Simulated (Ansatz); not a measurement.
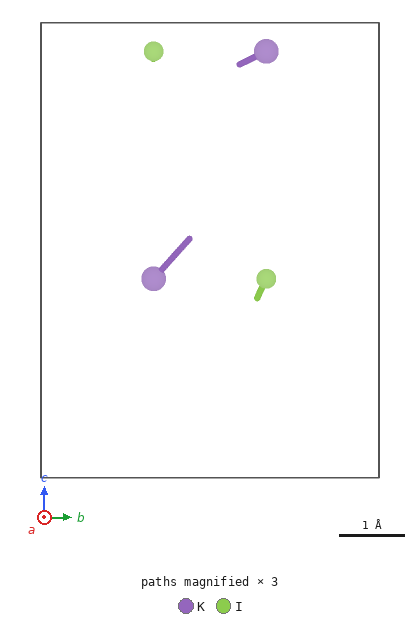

Molecular dynamics of a 4-atom cell of KI (built on the wurtzite type), 40 fs long. Dots mark each atom's position at evenly spaced times, in the colour of its element; spheres stand at the starting positions. The excursions are magnified 3 times. Seen along the a axis in the simulation cell.

The calculation used DFT, PBEsol, plane waves, PAW (Ansatz). Set-up: plane-wave cutoff 420 eV; k-point mesh 6 × 6 × 2; Fermi-Dirac smearing 0.052 eV; constant energy (NVE); velocities drawn for 600 K; time step 2 fs.

Q: What do the traces tell about the motion?

A: Root-mean-square distances from the starting positions over the second half, with the common drift of all atoms taken out: K 0.19 Å, I 0.08 Å. The run lasts only 40 fs, too short to tell vibration from diffusion. The mean temperature in the second half is 451 K (standard deviation 56 K). The potential energy is still drifting at the end, so the run hasn't reached equilibrium. The potential energy in the second half lies on average 14.5 meV per atom above the first frame. The total energy stays between −0.00025 and 0.0065 meV per atom of its start. A straight-line fit has a slope that amounts to +0.0065 meV per atom over 40 fs (under 0.1 % of the mean kinetic energy), and the ripple about it is under 0.1 % of the kinetic energy's fluctuation. With a drift under 2 % and a ripple under 7 %, the integration is accurate.

Cost: 2.5 min on 4 threads of Intel(R) Xeon(R) Processor @ 2.50GHz (Skylake/Cascade Lake) (shared host), peak memory 0.77 GiB.
